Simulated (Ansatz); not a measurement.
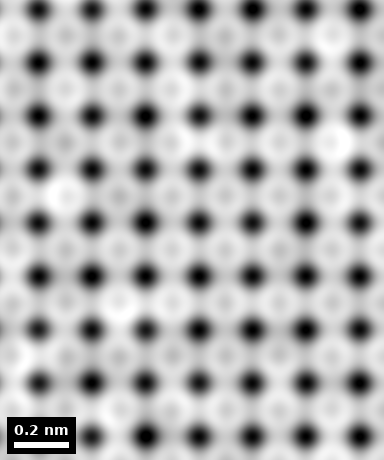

HRTEM-like image of Ni (Im-3m, No. 229). Simulated in the weak-phase-object approximation with neutral-atom potentials: 300 kV, Cs = 40 µm, defocus −106 Å (negative is underfocus), defocus spread 15 Å, aperture 1.15 1/Å. The speckle of an amorphous layer was added. Structure: coordinates from a relaxation with Ansatz, DFT, PBEsol, plane waves (420 eV) with PAW, scalar-relativistic; the starting structure was generated, so it need not be a known form of this composition.

```xyz
2
Lattice="2.7557 0.0000 0.0000 0.0000 2.7557 0.0000 0.0000 0.0000 2.7557" Properties=species:S:1:pos:R:3 pbc="T T T"
Ni    0.0000    0.0000    0.0000
Ni    1.3778    1.3778    1.3778
```

Q: Which beam direction gives this image, [001], [221], [111] or [110]? (Directions equivalent by symmetry count as one.)

A: [001]. The projected cells are 1.95 × 1.95 Å, 90° for [001]; 0.65 × 1.95 Å, 90° for [221]; 2.25 × 2.25 Å, 120° for [111]; 1.38 × 1.95 Å, 90° for [110], and the image repeats as the [001] one does.
